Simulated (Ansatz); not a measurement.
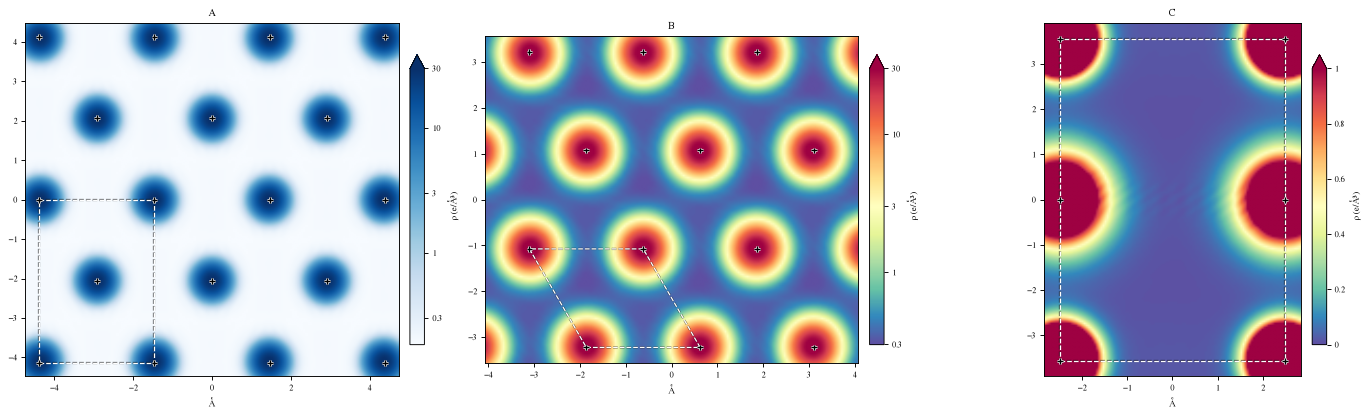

The valence charge density (pseudo) of 3 systems, each on a plane through atoms (crosses mark nuclei in the plane).

Computed with Ansatz, DFT, PBEsol, PAW with Ansatz's default frozen-core files, scalar-relativistic.

System 1: Fe, the (001) plane of the conventional cell. Space group P6₃/mmc; a structure from a database of computed crystals, not necessarily the ambient phase; changed on purpose from its base cell (equal xx and yy strain of +2 %, PAW files); computed pressure about −12 GPa in this cell; computed without spin polarisation.

System 2: KI, the (100) plane of the conventional cell. Space group I4/mmm; changed on purpose from its base cell (zz strain of +1 %, PAW files).

```xyz
4
Lattice="3.5246 -3.5246 0.0000 3.5246 3.5246 0.0000 0.0000 0.0000 7.1196" Properties=species:S:1:pos:R:3 pbc="T T T"
K     0.0000    0.0000    0.0000
K     3.5246    0.0000    3.5598
I     3.5246    0.0000    0.0000
I     0.0000    0.0000    3.5598
```

System 3: Mg, the (011) plane of the conventional cell. Space group Im-3m; computed pressure about 67 GPa in this cell.

### Which map belongs to which system?

Panel A is system 3, Mg: the plane holds Mg. Mg–Mg (2.53 Å): the density is about 0.18 e/Å³ at the midpoint. Panel B is system 1, Fe: the plane holds Fe. Fe–Fe (2.48 Å): the density is about 0.36 e/Å³ at the midpoint. Panel C is system 2, KI: the plane holds K and I.
